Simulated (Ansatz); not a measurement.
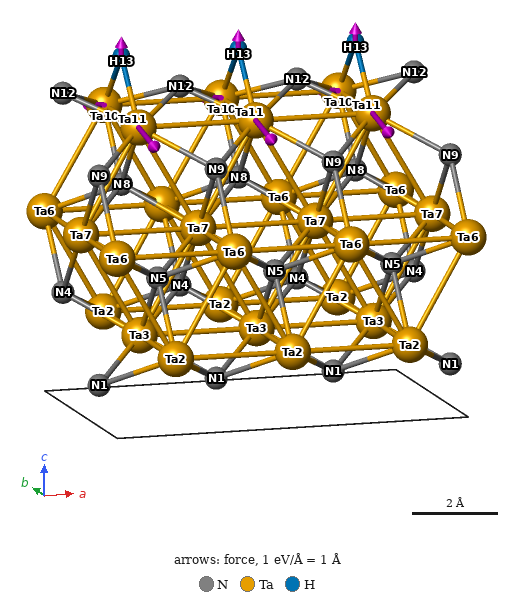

Starting geometry of a slab of composition Ta6HN6 (cut from the P6_3/mmc phase) with the computed forces as purple arrows. Style: ball-and-stick. Shown: the 3 × 1 repeat of the cell, outlined in the plane, without the vacuum, slightly off an axis.

Case: H put at a hollow Ta-Ta site. The slab is the (1 0 0) face of TaN with H on it. 5 atoms are held fixed.

Level of theory: Ansatz, DFT r2SCAN, scalar-relativistic, plane waves, PAW. Settings: plane-wave cutoff 500 eV; k-point mesh 10 × 5 × 1; occupations gaussian; smearing width 0.1 eV; no spin polarisation; dipole correction; atoms relaxed in a fixed cell; force threshold 0.03 eV/Å; at most 70 steps.

What follows when this structure is relaxed?

It isn't relaxed: the largest force vector, on Ta atoms, is 1.54 eV/Å. The final displacements follow the starting forces only in part (cosine between the two patterns 0.42). Over 8 accepted moves (9 points after the start) the energy falls by 0.213 eV per cell of the calculation. Largest force component: 1.5 eV/Å at the start, 0.022 eV/Å at the end. The line search rejected the trial step at point 6 of the run. The atom that moves furthest is N12 (0.24 Å along the normal (+c)). By element the largest moves are N 0.24 Å, Ta 0.08 Å, H 0.04 Å. The cell doesn't change. Some distances before and after: Ta10–Ta11 2.793 → 2.954 Å, Ta10–Ta11 (another image) 3.099 → 2.937 Å, Ta10–N12 2.114 → 2.255 Å, N9–Ta10 2.265 → 2.212 Å. Among the angles between lasting bonds that change: Ta10–N12–Ta11 144.5° → 133.3°, Ta10–N12–Ta10 86.7° → 80.1°, Ta10–N8–Ta11 80.6° → 86.2°.

Limits of the set-up: the cell has an odd number of electrons but was run without spin polarisation; the periodic images lie only 2.9 Å apart, so the values are limited by the cell's size.
